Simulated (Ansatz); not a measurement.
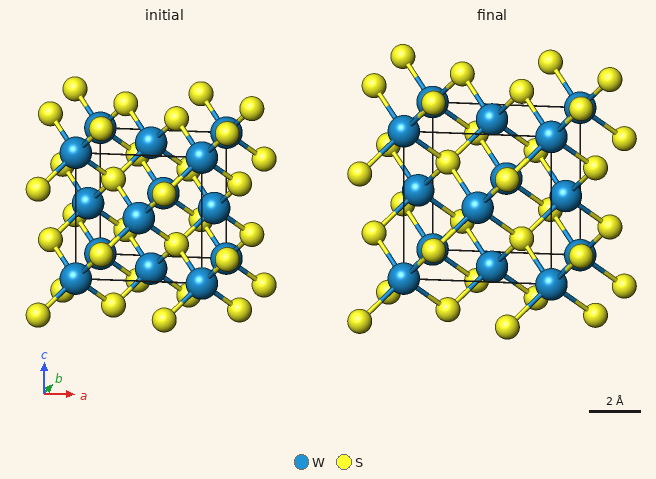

The structure of solid WS (built on the zinc blende type) (coarse preliminary run) before (left) and after (right) a relaxation, at one scale.

Style: ball-and-stick. Shown: the conventional cell (4 times the calculation's cell), slightly off an axis. Lengths and directions refer to the drawn axes.

Theory: Ansatz, DFT PBE+U, scalar-relativistic, plane waves, PAW. Settings: plane-wave cutoff 420 eV; k-point mesh 6 × 6 × 6; occupations gaussian; smearing width 0.1 eV; U W 6.2 eV; collinear spin; cell and atoms relaxed; force threshold 0.05 eV/Å; at most 80 steps.

**Describe what moved and what it gained.**

After 5 accepted moves (7 points after the start) the energy has fallen by 1075 meV per atom. All forces vanish by symmetry, so only the cell relaxes. Pressure: 44.05 GPa at the start and 0.26 GPa at the end. At 2 points the geometry stayed and the basis and grid were re-selected for the new cell (energy shift of 16.0 meV per atom at most each time). The atoms keep their places relative to the cell (all moves are under 0.005 Å). The volume changes by +60.5 %, with a = b = c 5.071 → 5.938 Å (+17.1 %). Among the contacts that change: S–W 2.196 → 2.571 Å. The space group stays F-43m (No. 216).
